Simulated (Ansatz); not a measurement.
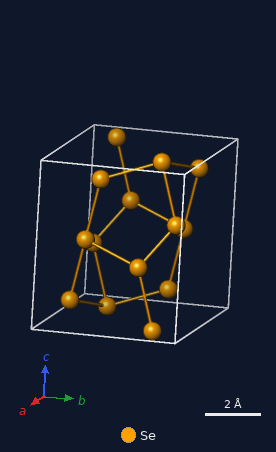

Crystalline Se (a generated structure, set up in C2/c) (coarse preliminary run), before the relaxation. A ball-and-stick model of the conventional cell (2 times the calculation's cell), seen slightly off an axis. Lengths and directions refer to the drawn axes.

The calculation used DFT PBE, scalar-relativistic, plane waves, PAW in Ansatz 0.2.0.

Input file:
```yaml
crystal:
  lattice:
    - [2.74108561, -2.84626862, 0.0]
    - [2.74108561, 2.84626862, 0.0]
    - [-0.99396826, 0.0, 6.21814689]
  atoms:
    - { symbol: Se, position: [0.15842726, 0.45266456, 0.37805889] }
    - { symbol: Se, position: [0.54733544, 0.84157274, 0.12194111] }
    - { symbol: Se, position: [0.84157274, 0.54733544, 0.62194111] }
    - { symbol: Se, position: [0.45266456, 0.15842726, 0.87805889] }
    - { symbol: Se, position: [0.0, 0.5, 0.0] }
    - { symbol: Se, position: [0.5, 0.0, 0.5] }
basis:
  ecutwfc: 420
kpoints:
  mp_grid: { grid: [4, 4, 4] }
hamiltonian:
  xc: pbe
scf:
  occupations: { method: gaussian, width: 0.1 }
  lower_state_search: "off"
output:
  forces: true
  stress: true
  eigenvalues: true
relax:
  adjacent_minimum: "off"
  f_tol: 0.04
  max_steps: 70
  cell: { stress_tol: 0.4 }
```

Run as
```bash
ansatz run input.yaml --threads 1 --pin off --max-ram 2560MiB --backend cpu --events-out ev --progress --plain --runs-dir out
```

Q: Predict the outcome.

A: After 25 accepted moves (30 points after the start) the energy has fallen by 1641 meV per atom. The largest force component goes from 3.5 to 0.0054 eV/Å. The pressure goes from 66.63 to 0.03 GPa. The line search rejected the trial steps at points 14, 15 of the run. The SCF was repeated 3 times at an unchanged geometry on a basis and grid sized afresh for the cell, which shifted the energy by 55.5 meV per atom at most. The largest moves relative to the cell, 0.32 Å, are those of Se1, Se2, Se3 and Se4. Se2 goes along [1 2 −2]. The volume changes by +79.9 %, with a 5.482 → 5.917 Å (+7.9 %), b 5.693 → 5.895 Å (+3.6 %), c 6.297 → 10.278 Å (+63.2 %), β 99.1° → 103.1°. Among the contacts that change: Se1–Se5 2.424 → 4.116 Å, Se1–Se2 2.869 → 4.416 Å, Se1–Se2 (another image) 3.281 → 4.250 Å, Se1–Se3 2.946 → 3.461 Å. Bonds break: Se1–Se5 (2.42 → 4.12 Å), Se2–Se6 (2.42 → 4.12 Å), Se3–Se5 (2.42 → 4.12 Å), Se4–Se6 (2.42 → 4.12 Å). Among the angles between lasting bonds that change: Se2–Se4–Se5 102.9° → 89.6°, Se2–Se5–Se4 73.4° → 79.3°, Se5–Se4–Se5 106.6° → 100.7°. The space group stays C2/c (No. 15). The run took 6.1 min on 1 thread of Arm Neoverse V1, on a shared host, peak memory 0.49 GiB.

Final geometry:

```
Se
1.0
     2.95024   -2.94735   -0.22326
     2.95024    2.94735   -0.22326
    -1.57628    0.00000   10.15682
Se
6
Direct
  0.11925 0.46215 0.40254
  0.53785 0.88075 0.09746
  0.88075 0.53785 0.59746
  0.46215 0.11925 0.90254
  0.00000 0.50000 0.00000
  0.50000 0.00000 0.50000
```

After the run, drawn alike:

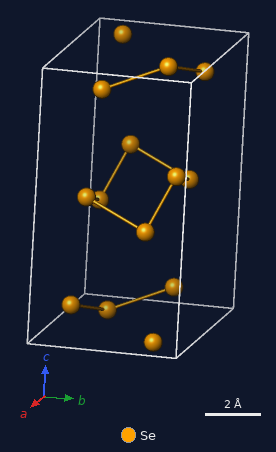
